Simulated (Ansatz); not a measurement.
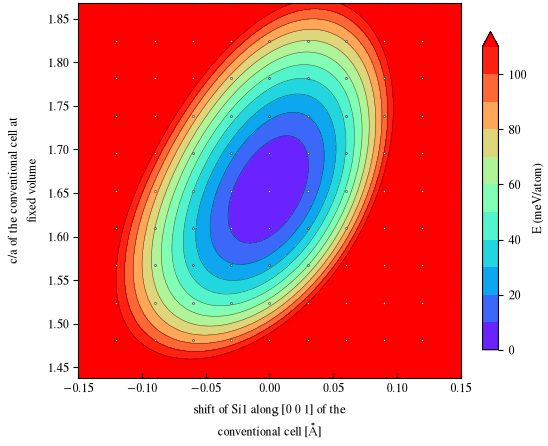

Si (P6_3/mmc, No. 194; 4 atoms in the cell). 
- The energy is mapped over a free internal coordinate and the cell.
- First axis: shift of Si1 along [0 0 1] of the conventional cell, Cartesian (0 0 1), its symmetry partners moved as symmetry demands (measured in the relaxed cell). Second axis: c/a of the conventional cell at fixed volume.
- Nothing is relaxed (all other coordinates fixed).
- The grid has 11 × 11 points.
- Points are written as (first, second).
- Energies are in meV/atom, from the lowest grid point.
- The band gap closes in part of the range.
- Level of theory: DFT PBE, scalar-relativistic, plane waves, PAW in Ansatz 0.2.0. Settings: cutoff 420 eV, k-mesh 12×12×6 in the order of the run's cell vectors, gaussian smearing 0.05 eV, no spin polarisation.

Drawn: filled contours, dots at the grid points, one colour for all values above the top of the scale. Between grid points the surface is interpolated.

Question: Estimate the position of the minimum and the force constants in these coordinates.

Answer: The interpolated minimum is at the first coordinate ≈ 0.000 Å, the second coordinate ≈ 1.653. The curvatures there are about 102 eV/Å² and 27 eV, with a cross term of about −24 eV/Å (per cell of 4 atoms). Round the minimum the valley is somewhat tilted: raising the first coordinate shifts the best value of the second coordinate upwards (coupling k₁₂/√(k₁₁k₂₂) about −0.5).

PAW datasets: the set soft_1.
